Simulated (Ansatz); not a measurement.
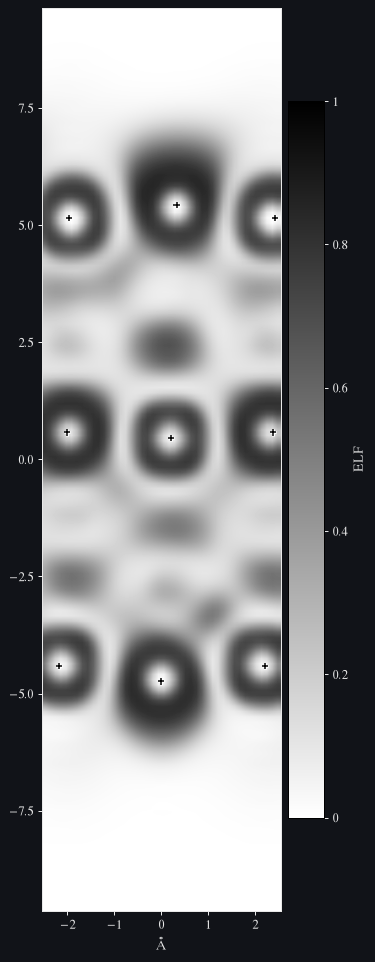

The ELF on a plane through atoms (crosses mark nuclei in the plane).

Method: Ansatz 0.2.0, DFT r2SCAN, scalar-relativistic, plane waves, PAW.

Candidates:
A. TaN (slab), a = 4.40 Å, b = 5.38 Å, c = 25.81 Å, α = 90.00°, β = 90.00°, γ = 114.09°. 
B. Ge, a = 5.20 Å, b = 5.72 Å, c = 10.10 Å, α = 90.00°, β = 90.00°, γ = 90.00°. Space group Fmmm; a structure from a database of computed crystals, not necessarily the ambient phase.

Question: Which system is this?

Answer: Candidate A: TaN on the (010) plane of the calculation cell, a cut from vacuum to vacuum, which holds Ta and N. Ta–N (2.12 Å): the ELF peaks at about 0.80 in the valence shell of N, 0.6 Å from its nucleus, and is about 0.20 at the midpoint (no localised pair shows between them).
